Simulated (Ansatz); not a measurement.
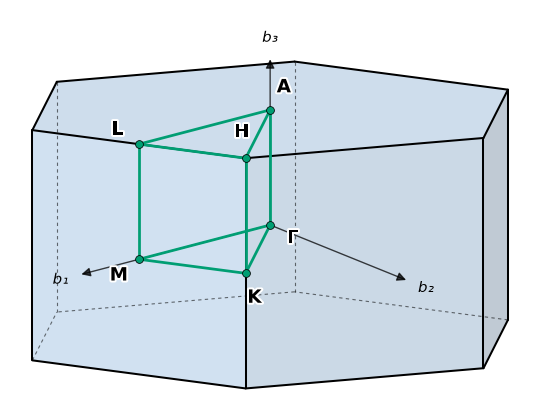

The first Brillouin zone and its special points. Crystal: Al, the geometry relaxed at fixed volume with DFT r2SCAN, scalar-relativistic, plane waves, PAW in Ansatz. Geometry calculated from the standardised cell; symmetry tolerance 0.002 Å.

Space group No. 194, P6₃/mmc; a = 2.860 Å, b = 2.860 Å, c = 4.790 Å, α = 90.00°, β = 90.00°, γ = 120.00°.

Labels and path follow the convention of Hinuma et al. (2017), as computed by seekpath; the arrows show the directions of the reciprocal primitive vectors b₁, b₂, b₃, in which coordinates are given; lengths include the factor 2π.

Question: List the special points with their coordinates and distances from Γ.

Answer:
```csv
point,k₁,k₂,k₃,length of k (1/Å)
Γ,0,0,0,0.000
A,0,0,1/2,0.656
K,1/3,1/3,0,1.464
H,1/3,1/3,1/2,1.605
M,1/2,0,0,1.268
L,1/2,0,1/2,1.428
```

Question: What is the zone's volume?

Answer: (2π)³ over the primitive cell's volume of 33.94 Å³: 7.31 Å⁻³.
